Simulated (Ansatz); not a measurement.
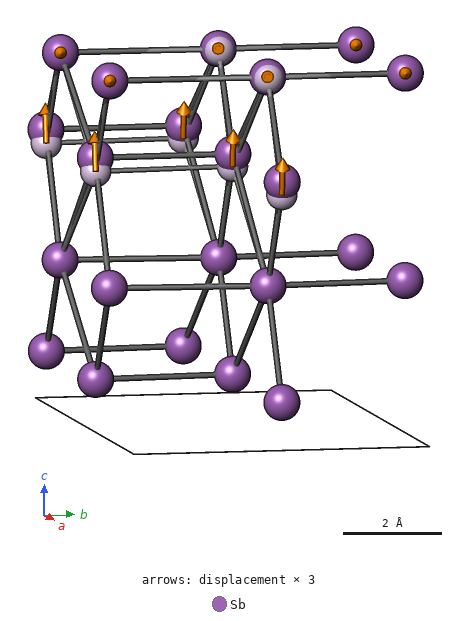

A constrained relaxation of a slab of composition Sb (cut from the R-3m phase). The starting structure is drawn faded, the final one solid; orange arrows show the displacements, 3 times their true length.

Style: ball-and-stick. Shown: the cell of the calculation, outlined in the plane, without the vacuum (origin shifted), slightly off an axis.

Case: clean slab, lower planes held. The slab is the (1 1 0) face of Sb. 8 atoms are held fixed.

Theory: Ansatz, DFT PBE+D3(BJ), scalar-relativistic, plane waves, PAW.

The input:
```yaml
crystal:
  lattice:
    - [8.8935614042, 0.0, 0.0]
    - [0.2437186911, 6.1971408611, 0.0]
    - [0.0, 0.0, 22.4848063842]
  atoms:
    - { symbol: Sb, position: [0.0138041431, 0.2638041431, 0.3557958144] }
    - { symbol: Sb, position: [0.5138041431, 0.2638041431, 0.3557958144] }
    - { symbol: Sb, position: [0.9861958569, 0.7361958569, 0.3557958144] }
    - { symbol: Sb, position: [0.4861958569, 0.7361958569, 0.3557958144] }
    - { symbol: Sb, position: [0.7638041431, 0.7638041431, 0.4519319381] }
    - { symbol: Sb, position: [0.2638041431, 0.7638041431, 0.4519319381] }
    - { symbol: Sb, position: [0.7361958569, 0.2361958569, 0.4519319381] }
    - { symbol: Sb, position: [0.2361958569, 0.2361958569, 0.4519319381] }
    - { symbol: Sb, position: [0.5138041431, 0.2638041431, 0.5480680619] }
    - { symbol: Sb, position: [0.0138041431, 0.2638041431, 0.5480680619] }
    - { symbol: Sb, position: [0.4861958569, 0.7361958569, 0.5480680619] }
    - { symbol: Sb, position: [0.9861958569, 0.7361958569, 0.5480680619] }
    - { symbol: Sb, position: [0.2638041431, 0.7638041431, 0.6442041856] }
    - { symbol: Sb, position: [0.7638041431, 0.7638041431, 0.6442041856] }
    - { symbol: Sb, position: [0.2361958569, 0.2361958569, 0.6442041856] }
    - { symbol: Sb, position: [0.7361958569, 0.2361958569, 0.6442041856] }
basis:
  ecutwfc: 420
kpoints:
  mp_grid: { grid: [2, 3, 1] }
hamiltonian:
  xc: pbe
  dispersion: d3bj
scf:
  occupations: { method: gaussian, width: 0.1 }
output:
  forces: true
  eigenvalues: true
  write_density: true
  write_potential: true
  elf: true
  volumetric_format: npy
relax:
  adjacent_minimum: "off"
  f_tol: 0.03
  max_steps: 70
  constraints: [{ sites: [0, 1, 2, 3, 4, 5, 6, 7] }]
efield:
  axis: 3
  dipole_correction: true
  ramp_width: 0.04
```

Run as
```bash
ansatz run input.yaml --threads 4 --pin off --max-ram 10240MiB --backend cpu --events-out ev --progress --plain --runs-dir out
```

Describe the change and its energy.

After 3 geometry steps the energy has fallen by 0.788 eV per cell of the calculation. Largest force component: 1.2 eV/Å at the start, 0.02 eV/Å at the end. The largest moves, 0.29 Å, are those of Sb9, Sb10, Sb11 and Sb12. Sb9 goes at 18° to the normal (+c side). The cell doesn't change. Some distances before and after: Sb10–Sb16 3.291 → 2.971 Å, Sb5–Sb12 2.930 → 3.194 Å, Sb5–Sb11 3.291 → 3.414 Å, Sb10–Sb15 2.930 → 2.883 Å. Bond angles that change, for instance: Sb15–Sb13–Sb15 170.9° → 178.7°, Sb15–Sb10–Sb16 91.1° → 98.8°, Sb12–Sb10–Sb12 170.9° → 177.5°.
